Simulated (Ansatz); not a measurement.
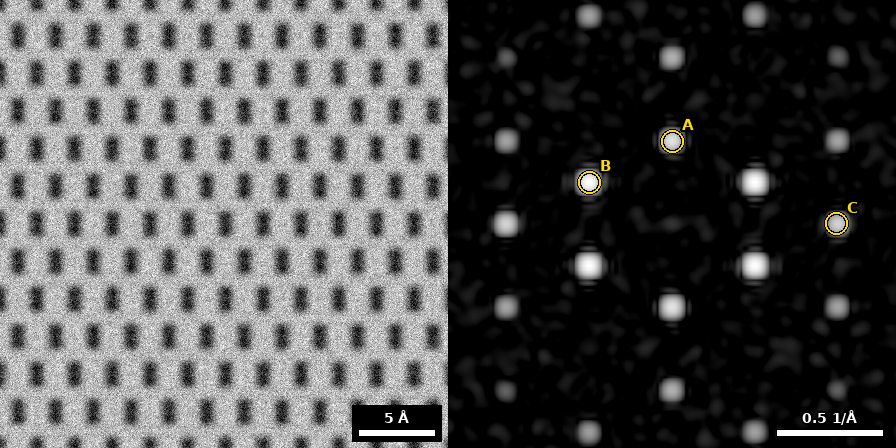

Phase-contrast TEM-like image of a crystal. Simulated in the weak-phase-object approximation with neutral-atom potentials: 200 kV, Cs = 20 µm, defocus −85 Å (negative is underfocus), defocus spread 15 Å, aperture 1.14 1/Å. Shot noise was added.

The right panel is the modulus of the image's Fourier transform on a logarithmic scale.

> Which lattice spacings do the marked spots stand for, and what angle do A and B enclose?

A: 2.5 Å, B: 2.3 Å, C: 1.3 Å; A and B enclose about 63°.

The crystal is Ta (P6_3/mmc, No. 194) along [101]; the spots are (010), (-1 1 1) and (2 -1 -2). Atomic positions: coordinates from a relaxation at fixed volume with DFT PBE, spin-orbit coupling, plane waves, PAW in Ansatz 0.2.0; the starting structure was generated, so it need not be a known form of this composition.
